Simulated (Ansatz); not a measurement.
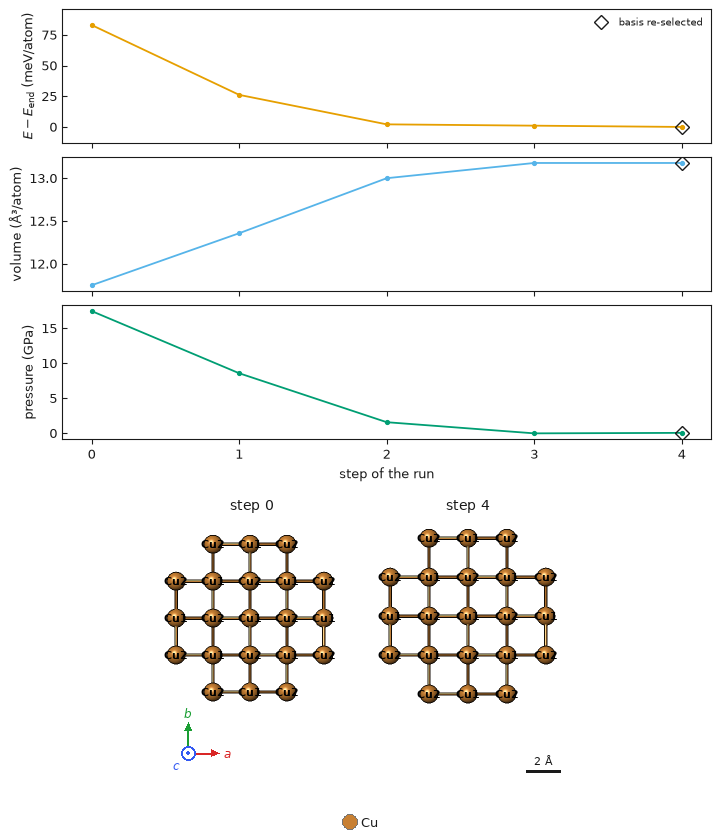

First and last geometry of a relaxation of a crystal of Cu (built on the beta-tin_141 type) (coarse preliminary run), with the history of the run. Style: ball-and-stick. Shown: the conventional cell (2 times the calculation's cell), along the c axis. Lengths and directions refer to the drawn axes.

Case: beta-tin type (I4_1/amd, No. 141).

Level of theory: Ansatz 0.2.0, DFT PBE, scalar-relativistic, plane waves, PAW.

Input
```yaml
crystal:
  lattice:
    - [-2.2083209824, 2.2083209824, 1.2046798603]
    - [2.2083209824, -2.2083209824, 1.2046798603]
    - [2.2083209824, 2.2083209824, -1.2046798603]
  atoms:
    - { symbol: Cu, position: [0.0, 0.0, 0.0] }
    - { symbol: Cu, position: [0.75, 0.25, 0.5] }
basis:
  ecutwfc: 420
kpoints:
  mp_grid: { grid: [8, 8, 8] }
hamiltonian:
  xc: pbe
scf:
  occupations: { method: gaussian, width: 0.1 }
  lower_state_search: "off"
output:
  forces: true
  stress: true
  eigenvalues: true
relax:
  adjacent_minimum: "off"
  f_tol: 0.04
  max_steps: 70
  cell: { stress_tol: 0.4 }
```

Q: What do the curves and the structures tell?

A: It converged. Over 3 accepted moves (4 points after the start) the energy falls by 83.0 meV per atom. All forces vanish by symmetry, so only the cell relaxes. The pressure goes from 17.46 to 0.05 GPa. At 1 point the geometry stayed and the basis and grid were re-selected for the new cell (energy shift of 1.0 meV per atom at most each time). No atom moves by more than 0.005 Å relative to the cell. The drawn cell changes as follows: a = b 4.417 → 4.657 Å (+5.4 %), c 2.409 → 2.431 Å (+0.9 %); the volume changes by +12.2 %. Near-neighbour distances that change, for instance: Cu1–Cu2 2.289 → 2.406 Å, Cu1–Cu1 2.409 → 2.431 Å. The space group stays I4_1/amd (No. 141). The run took roughly 6 core-seconds on a shared host.
